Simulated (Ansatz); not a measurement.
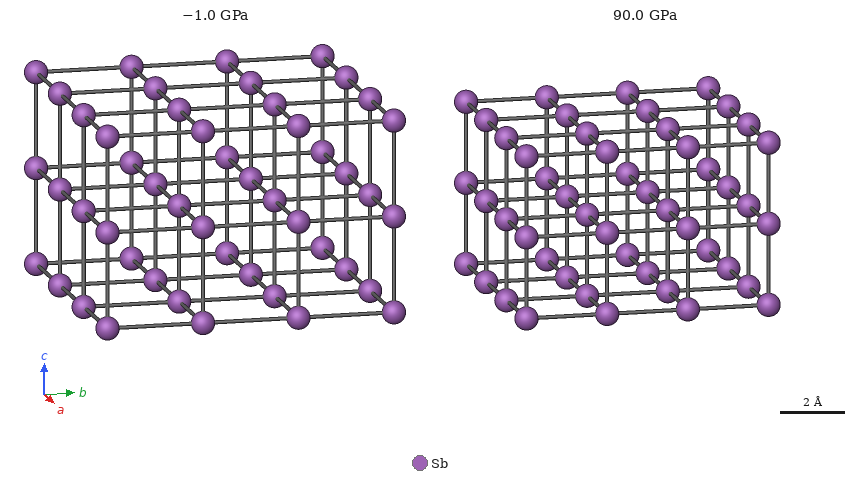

Solid Sb (set up in Pm-3m), relaxed (cell and atoms) at several target pressures. The picture shows the first and the last member. Style: ball-and-stick. Shown: the cell of the calculation, repeated 3 × 3 × 2 with one cell outlined, slightly off an axis.

Computed with Ansatz 0.2.0: DFT r2SCAN, scalar-relativistic, plane waves, PAW. Settings: plane-wave cutoff 500 eV; k-point mesh 14 × 14 × 14 at −1.0 to 25.0, 16 × 16 × 16 at 50.0 and 90.0 GPa; occupations gaussian; smearing width 0.1 eV; no spin polarisation; cell and atoms relaxed; force threshold 0.008 eV/Å.

```tsv
pressure (GPa)	volume (Å³/atom)	a (Å)
−1.0	29.955	3.106
0.0	29.433	3.088
1.0	28.947	3.070
4.0	27.670	3.025
12.0	?	?
25.0	23.172	2.851
50.0	20.510	2.737
90.0	18.101	2.626
```

### Estimate the missing row from the others, and compare with the calculation.

Murnaghan's form V = V₀(1 + B′P/B₀)^(−1/B′), with V₀ = 29.433 Å³ from the row at zero pressure, fits the other rows with B₀ = 61.7 GPa and B′ = 3.96 (largest miss 0.113 Å³). At 12.0 GPa it gives 29.433 × (1 + 3.96 × 12.0/61.7)^(−1/3.96) = 25.480 Å³ per atom. The calculation gives 25.429 Å³/atom (a = 2.941 Å). The estimate is 0.051 Å³/atom too high. From the first member to the last: Sb–Sb 3.106 → 2.626 Å.

The whole series:

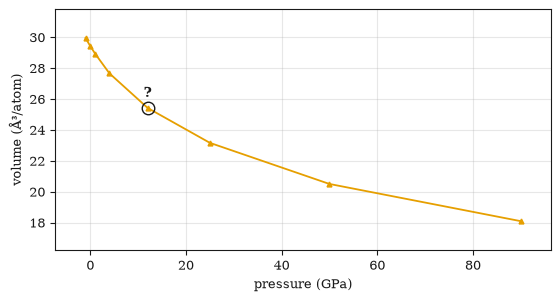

Each member starts from this one structure; whether another phase lies lower wasn't checked.
